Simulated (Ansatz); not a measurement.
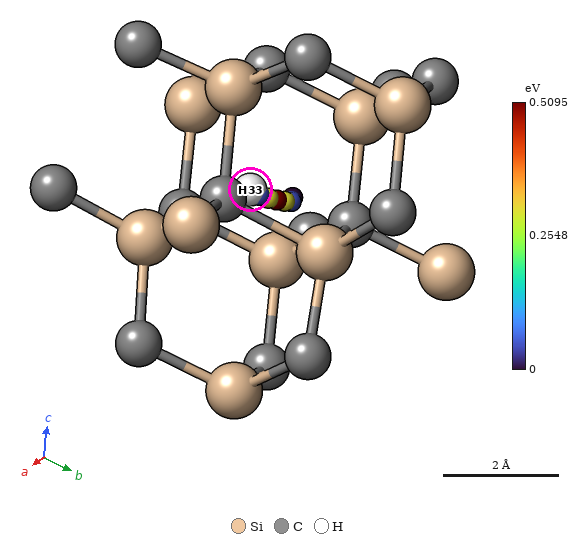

NEB run on a defect cell of composition Si16HC16 (cell charge +1) (33 atoms in the cell). Images are numbered from 0 (start) to 6 (end). The start is drawn whole; smaller spheres mark the moving atoms (H) in the later images, joined by lines and coloured by the energy of the image relative to the start. The picture is a ball-and-stick view of the atoms within 4.1 Å of the middle of the path, seen slightly off an axis. The moving atom is ringed, with any periodic copies. Bonds to atoms that aren't drawn are left out.

The calculation used Ansatz, DFT PBE, scalar-relativistic, plane waves, PAW. Set-up: plane-wave cutoff 420 eV; k-point mesh 2 × 2 × 2; Gaussian smearing 0.02 eV; 5 movable images; climbing image.

### What moves, how far, and at what cost in energy?

The H atom travels furthest, 1.03 Å from end to end, along [−1 1 0], on a path that bends up to 0.19 Å away from the straight line. At the highest image its nearest neighbour (C) is 1.50 Å away, against 1.12 Å at the start, and the surrounding atoms stand up to 0.07 Å off the mean of their end positions. Breaking: C–H (1.12 → 2.13 Å). Forming: C–H (2.13 → 1.12 Å). The barrier is about 0.51 eV in both directions, with image 3 at the top; the ends have the same energy. The band converged in 6 iterations. The largest component of the band force went from 1.2 to 0.042 eV/Å. The climbing image converged on the top of the path. Its curvatures weren't checked.

Limits of the set-up: the periodic images lie only 7.6 Å apart, so the values are limited by the cell's size; the cell is charged, on a uniform background, and energies carry no finite-size correction.

The run took 3.2 min on 4 threads of Arm Neoverse V1, with other jobs on the host, peak memory 1.7 GiB.
